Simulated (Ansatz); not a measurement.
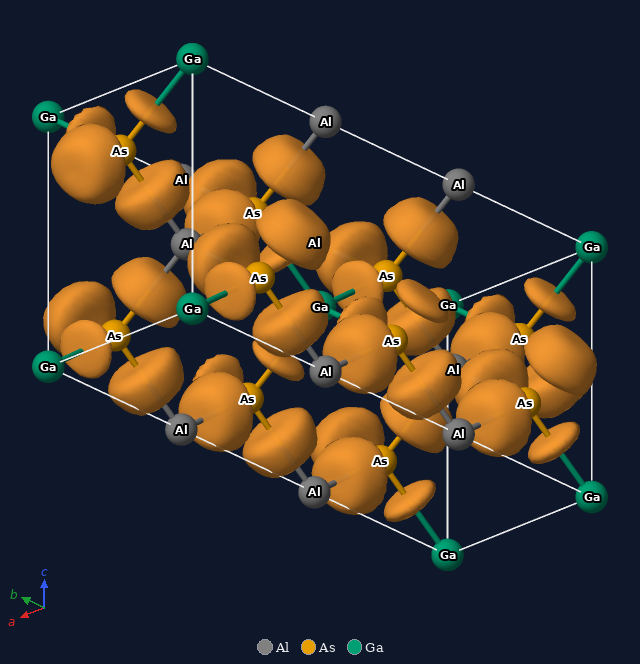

Figure 1: Al$_{2}$GaAs$_{3}$. Isosurface of the ELF at 0.7 (orange), seen at an oblique angle. Only the valence region is drawn (cores and ρ < 0.01 e/Å³ removed). Sticks mark near contacts.

Space group Imm2; started from the ordered alloy on zincblende lattice prototype, which need not be the ambient phase; computed pressure about 2 GPa in this cell.

Computed with DFT, PBE with spin-orbit coupling, plane waves, PAW (Ansatz 0.2.0).

In a PAW calculation such maps are meaningful between the atoms, not at the nuclei.

> Where are the electrons localised?

The surface consists of 16 regions between bonded Al–As atoms (shared pairs) and eight regions between bonded As–Ga atoms (shared pairs), counted in one cell of 12 atoms. Any copies at cell faces, edges or corners count once. Along the contacts the grid gives the following. Al–As (2.46 Å): the ELF peaks at about 0.95 between the atoms (a shared electron pair). Ga–As (2.46 Å): the ELF peaks at about 0.80 between the atoms, as expected for a covalent bond.

> Does the calculation make it a metal, or give it a gap?

It is gapped, with a Kohn–Sham gap of 1.3 eV on the k-point mesh, an upper bound to the gap of this method.
